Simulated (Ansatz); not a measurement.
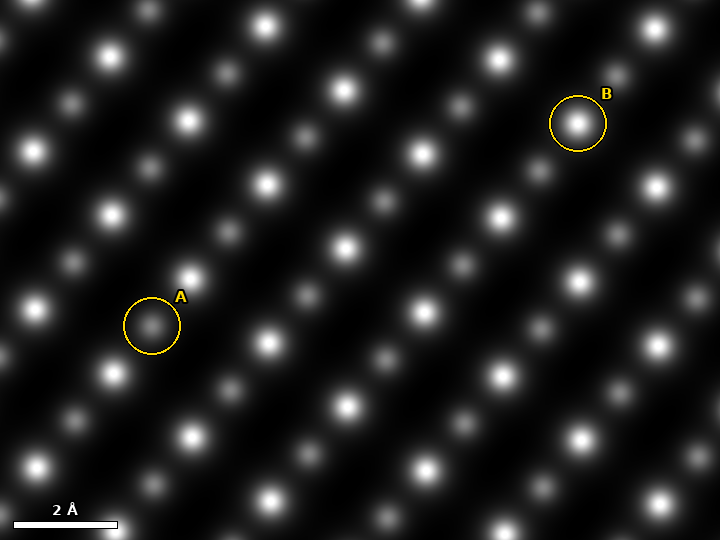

Map of the projected electrostatic potential of Ni (P6/mmm, No. 191) along [210]. Computed as the sum of neutral-atom potentials (tabulated electron scattering factors, B = 0.5 Å²) projected along the beam and smoothed by 0.25 Å; brighter is more positive. Atomic positions: coordinates from a relaxation with DFT, r2SCAN, plane waves (500 eV) with PAW, scalar-relativistic (Ansatz 0.2.0); the starting structure was generated, so it need not be a known form of this composition.

```
CELL_PARAMETERS angstrom
3.93929 0.00000 0.00000
-1.96964 3.41152 0.00000
0.00000 0.00000 2.36684
ATOMIC_POSITIONS crystal
Ni 0.00000 0.00000 0.00000
Ni 0.33333 0.66667 0.50000
Ni 0.66667 0.33333 0.50000
```

> What lies under each ring?

A: Ni (1 Ni per 6.82 Å along the beam; about 50 % of the brightest peak). B: Ni (2 Ni per 6.82 Å along the beam; the brightest kind). Brightness is counted from the darkest point of the image.
